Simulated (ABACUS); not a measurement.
## PtTe2: 7 runs along one coordinate

System: PtTe2 (3 atoms in the cell).
Method: Kohn-Sham DFT of a periodic cell, PBEsol, PseudoDojo NC SR 0.4.1 PBEsol standard, no spin polarisation (ABACUS 3.10.1).

The 7 runs differ only in the geometry, by an even scaling of the cell at fixed fractional positions. The structure derives from an entry of the Crystallography Open Database.

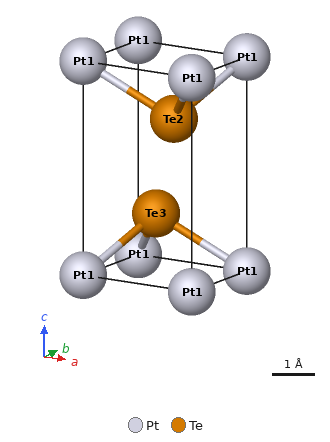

Figure 1. The structure of run 4 (ball-and-stick view of the cell of the calculation, seen slightly off an axis; atoms are numbered from 1 in the order of the input). An atom can appear more than once, as a periodic image.

### The input of run 4
```
INPUT_PARAMETERS
suffix              Te2Pt
calculation         scf
basis_type          pw
pseudo_dir          ./
symmetry            1
dft_functional      pbesol
ecutwfc             84
pseudo_rcut         7
nspin               1
nbands              30
ks_solver           dav
smearing_method     fd
smearing_sigma      0.00367493
scf_thr             1e-08
scf_nmax            100
mixing_type         broyden
mixing_beta         0.7
cal_force           1
cal_stress          1
kpar                4
```

### File STRU of run 4
```
ATOMIC_SPECIES
Pt 195.0840 Pt.upf
Te 127.6000 Te.upf

LATTICE_CONSTANT
1.8897261246

LATTICE_VECTORS
4.0100000000 0.0000000000 0.0000000000
-2.0050000000 3.4727618692 0.0000000000
0.0000000000 0.0000000000 5.2010000000

ATOMIC_POSITIONS
Direct

Pt
0.0
1
0.0000000000 0.0000000000 0.0000000000 1 1 1

Te
0.0
2
0.6666666667 0.3333333333 0.7500000000 1 1 1
0.3333333333 0.6666666667 0.2500000000 1 1 1
```

### File KPT of run 4
```
K_POINTS
0
Gamma
8 8 5 0 0 0
```

Command:
```bash
OMP_NUM_THREADS=1 mpirun -np 4 abacus > log
```

Run 6 differs from it as follows:
```diff
-4.0100000000 0.0000000000 0.0000000000
--2.0050000000 3.4727618692 0.0000000000
-0.0000000000 0.0000000000 5.2010000000
+4.0627692093 0.0000000000 0.0000000000
+-2.0313846047 3.5184613450 0.0000000000
+0.0000000000 0.0000000000 5.2694420593
```

### Results, with one run withheld

| run | volume per atom (Å³) | free energy per atom, from the lowest run given (meV) | pressure (GPa) |
| --- | --- | --- | --- |
| 1 | 22.694 | 89.60 | 13.62 |
| 2 | 23.177 | 53.71 | 10.22 |
| 3 | 23.660 | 27.49 | 7.20 |
| 4 | 24.143 | 9.90 | 4.49 |
| 5 | 24.626 | 0.00 | 2.08 |
| 6 | 25.108 | ? | ? |
| 7 | 25.591 | 0.05 | −1.99 |

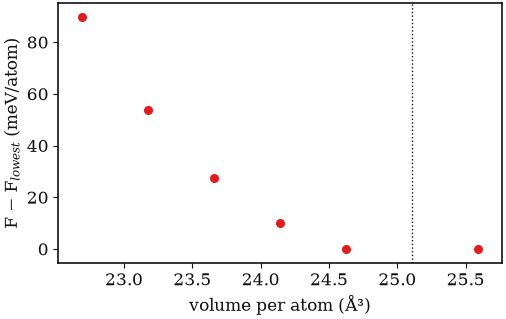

Figure 2. Free energy per atom of the runs given; the dotted line marks run 6.

What should run 6 give?

A cubic polynomial in V^(−2/3) (the Birch–Murnaghan form), fitted to the 6 runs given, misses them by under 0.01 meV per atom. With x = V^(−2/3) − 0.12035 Å⁻², it reads F = 15.908 + 10333 x + 1.4284e+06 x² + 5.2642e+06 x³ (meV per atom). At run 6 it gives −3.03 meV per atom, and the run itself gives −3.04. The slope of the fit gives a pressure −dF/dV of −0.04 GPa there, and the run prints −0.07 GPa. The fit has its minimum at 25.097 Å³ per atom, where V d²F/dV² gives 106 GPa. Cell shape and fractional positions are held, so this is the stiffness under even scaling; the relaxed bulk modulus wasn't computed and can be far lower in a crystal of layers, chains or molecules like this one.

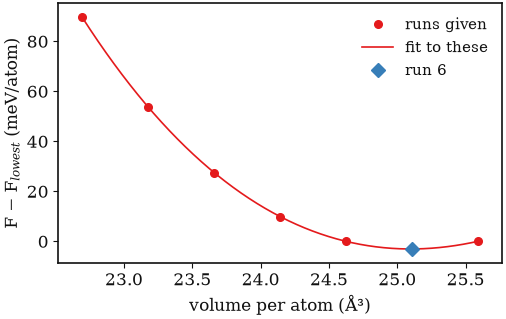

Figure 3. The fit and the withheld run.

### Some lines of the output (run 6)
```
[...]
                          Volume (Bohr^3) = 508.319
                             Volume (A^3) = 75.325
 E_Fermi        1.0194195606         13.8699146764
 E_Fermi        0.9668986900         13.1553315730
 E_Fermi        0.9960839624         13.5524175750
 E_Fermi        0.9933457334         13.5151620579
 E_Fermi        0.9932796884         13.5142634705
 E_Fermi        0.9933775282         13.5155946489
 E_KS(sigma->0) -679.9150392560      -9250.7186897752
 E_Fermi        0.9933749986         13.5155602313
 final etot is -9250.724995 eV
 EFERMI = 13.515560231 eV
 TOTAL-PRESSURE: -0.712338 KBAR
 !FINAL_ETOT_IS -9250.7249949946872221 eV
```

Notes: Spin–orbit coupling is left out, which matters for Pt.
